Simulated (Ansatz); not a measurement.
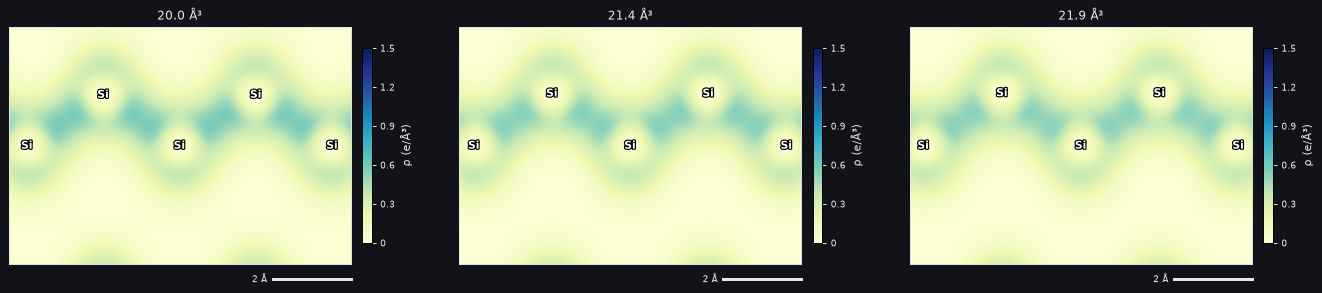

Si. The valence electron density of cells scaled evenly to different volumes (given per atom above each panel), on the (011̄) plane of each (indices in the axes of the cell below), at one length scale and on one colour scale.

Computed with DFT PBE, scalar-relativistic, plane waves, PAW in Ansatz.

The density is the valence pseudo-density of a PAW calculation; it isn't the true density close to the nuclei.

The largest cell:

```yaml
crystal:
  lattice:
    - [0.00000, 2.69896, 3.01042]
    - [2.69896, 0.00000, 3.01042]
    - [2.69896, 2.69896, 0.00000]
  atoms:
    - { symbol: Si, position: [0.50000, 0.50000, 0.50000] }
    - { symbol: Si, position: [0.75000, 0.75000, 0.75000] }
```

| volume (Å³/atom) | Si–Si contact in the plane (Å) | ρ at its midpoint (e/Å³) | pressure (GPa) | 
| --- | --- | --- | --- |
| 19.96 | 2.356 | 0.568 | 1.9 | 
| 20.46 | 2.375 | ? | ? | 
| 21.44 | 2.412 | 0.528 | −3.9 | 
| 21.93 | 2.431 | 0.515 | −5.5 | 

What values belong in the row with question marks?

Over the known rows ln ρ falls by 1.31 per Å of Si–Si distance (a least-squares line), which gives 0.554 e/Å³ at 2.375 Å; the calculation gives 0.554 e/Å³. For the pressure, a straight line in volume between the neighbouring rows gives −0.1 GPa; the calculation gives −0.3.
